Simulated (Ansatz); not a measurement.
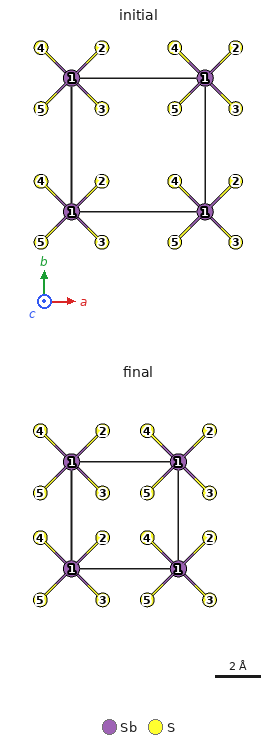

The structure of solid SbS$_{4}$ (set up in P-43m) before (top) and after (bottom) a relaxation, at one scale.

A ball-and-stick model of the cell of the calculation, seen along the c axis.

Case: 3 of 3 Li taken out, relaxed.

Computed with DFT PBE+D3(BJ), scalar-relativistic, plane waves, PAW (Ansatz 0.2.0). Settings: plane-wave cutoff 420 eV; k-point mesh 6 × 6 × 6; occupations gaussian; smearing width 0.1 eV; no spin polarisation; cell and atoms relaxed; force threshold 0.025 eV/Å; at most 60 steps.

Describe what moved and what it gained.

Answer. The largest moves relative to the cell, 0.52 Å, are those of S2, S3, S4 and S5. S2 goes along [1 1 1]. Sb stays in place. The drawn cell changes as follows: a = b = c 5.944 → 4.755 Å (−20.0 %); the volume changes by −48.8 %. Some distances before and after: S2–S3 4.574 → 2.808 Å, Sb1–S2 2.346 → 2.398 Å. The space group stays P-43m (No. 215). After 7 accepted moves (8 points after the start) the energy has fallen by 395 meV per atom. The largest force component goes from 0.039 to 0.00069 eV/Å. Pressure: −1.53 GPa at the start and −0.02 GPa at the end. At 1 point the geometry stayed and the basis and grid were re-selected for the new cell (energy shift of 0.7 meV per atom at most each time).
